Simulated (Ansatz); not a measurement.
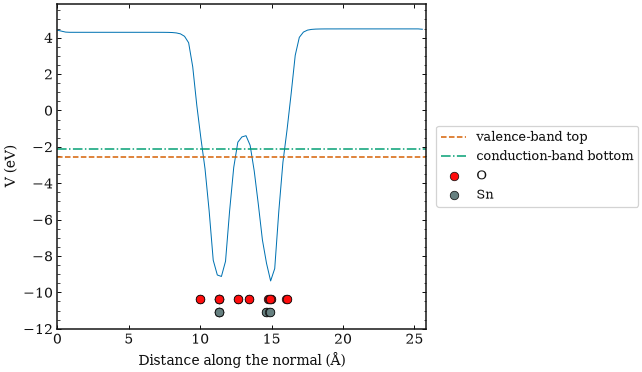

Describe the figure.

Plane-averaged electrostatic potential energy of an electron across the slab; circles at the bottom mark the heights of the atoms. System: a (110) slab cut from SnO$_{2}$ (P4_2/mnm), ended by O planes, 36 atoms in the cell, the slab at its places in the relaxed adsorbed structure. Level of theory: DFT PBE+D3(BJ), scalar-relativistic, plane waves, PAW, no spin polarisation, 2×2×1 k mesh; code Ansatz.

From the vacuum level at the right face the ionisation potential is 7.03 eV and the electron affinity 6.58 eV; at the left face they are 6.84 and 6.39 eV. The slab's gap, their difference before rounding, is 0.45 eV. The vacuum levels differ by 0.19 eV, so the slab carries a dipole along its normal. The outermost atoms are 6.1 Å apart, which leaves 19.8 Å of vacuum in a cell 25.8 Å high.

The atoms aren't at rest in this cell (largest force 3.2 eV/Å), so the relaxed material can differ.
